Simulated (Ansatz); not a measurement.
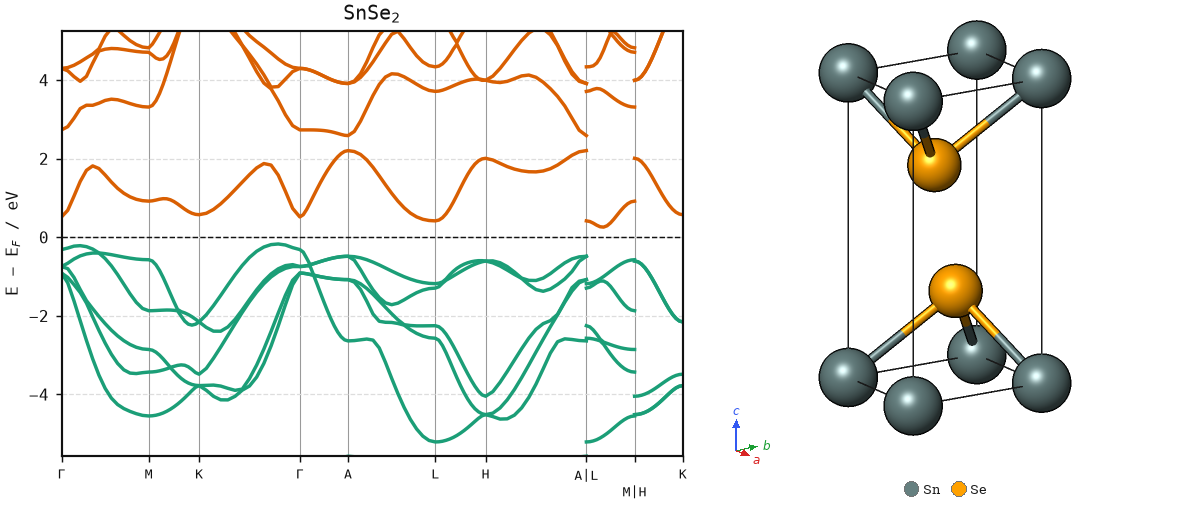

Band structure, beside the structure. Energies are counted from the Fermi level.

This input was run:

```
crystal:
  lattice:
    - [3.838819089, 0.0, 0.0]
    - [-1.9194095445, 3.3245148516, 0.0]
    - [0.0, 0.0, 6.0109858019]
  atoms:
    - { symbol: Sn, position: [0.0, 0.0, 0.0] }
    - { symbol: Se, position: [0.3333333333, 0.6666666667, 0.265113645] }
    - { symbol: Se, position: [0.6666666667, 0.3333333333, 0.734886355] }
basis:
  ecutwfc: 420
kpoints:
  mp_grid: { grid: [12, 12, 6] }
  band_path:
    path:
      - [[0.0, 0.0, 0.0], [0.5, 0.0, 0.0], [0.33333333, 0.33333333, 0.0], [0.0, 0.0, 0.0], [0.0, 0.0, 0.5], [0.5, 0.0, 0.5], [0.33333333, 0.33333333, 0.5], [0.0, 0.0, 0.5]]
      - [[0.5, 0.0, 0.5], [0.5, 0.0, 0.0]]
      - [[0.33333333, 0.33333333, 0.5], [0.33333333, 0.33333333, 0.0]]
    npoints: 14
hamiltonian:
  xc: pbe
  dispersion: d3bj
scf:
  occupations: { method: gaussian, width: 0.02 }
  n_extra_bands: 7
output:
  forces: true
  stress: true
  eigenvalues: true
  populations: true
  dos: { projected: true, de: 0.02, nscf_kmesh: { grid: [18, 18, 9] } }
  bader: true
  write_density: true
  write_potential: true
  elf: true
  volumetric_format: npy
```

Command:
```bash
ansatz run input.yaml --threads 1 --pin off --max-ram 2560MiB --backend cpu --events-out ev --progress --plain --runs-dir out
```

Read off the fundamental gap and say whether it is direct.

A semiconductor. The gap along this path is 0.43 eV and indirect, from the valence-band top between K and Γ to the conduction-band bottom between L and M; the smallest direct gap is 0.83 eV, at Γ. Points of the k mesh off the path narrow it to 0.35 eV.

What are the direct gaps at H, A and Γ?

The direct gaps are 2.61 eV at H, 2.69 eV at A and 0.83 eV at Γ.
